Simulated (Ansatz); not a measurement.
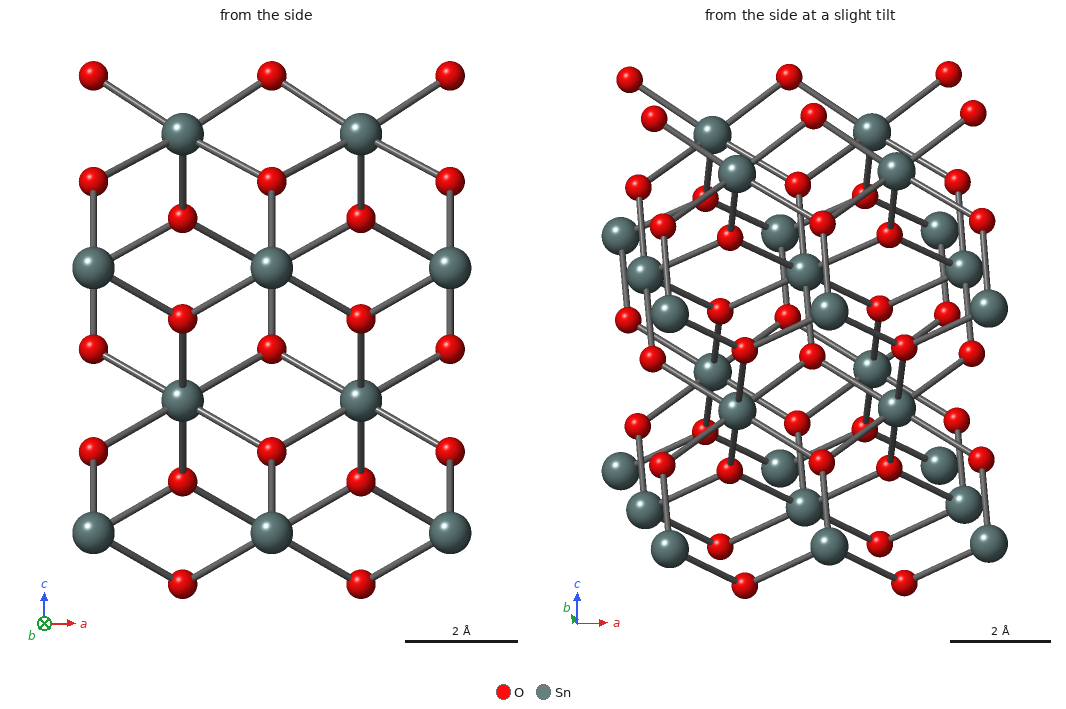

A ball-and-stick picture of a periodic slab, seen from the side and from the side at a slight tilt. The surface normal points up in side views; the vacuum is left out. 2×2 cells are drawn in the plane, with atoms at the edges repeated.

The cell holds 4 Sn, 8 O. The slab was cut from bulk SnO2 (Pnnm).

Which atoms form the outer planes?

The top face ends in O, the bottom face in O. The two faces are alike.

How thick is it?

About 9 Å from the lowest to the highest atom.

Along which plane was the crystal cut?

(1 0 0).

Setup: DFT PBEsol, scalar-relativistic, plane waves, PAW (Ansatz); a cutoff energy of 420 eV, the zone sampled with 8×6×1 points, Gaussian smearing of 0.05 eV, no spin polarisation.

What IP and EA does the upper face have?

The valence edge lies 8.00 eV below it (ionisation potential) and the conduction edge 6.61 eV (electron affinity). These are Kohn-Sham band edges, only estimates of the true removal and addition energies, and on cut faces they can belong to dangling-bond states in place of the bulk bands.

The model was built from a structure listed in the Materials Project, from which a slab was cut. The atoms were relaxed in a fixed cell with Ansatz 0.2.0, DFT PBEsol, scalar-relativistic, plane waves, PAW, but for six held in place.

At this level of theory the run's own cell isn't at rest (forces up to 2.3 eV/Å), so its distances can differ from those at equilibrium, the more so the softer the solid.
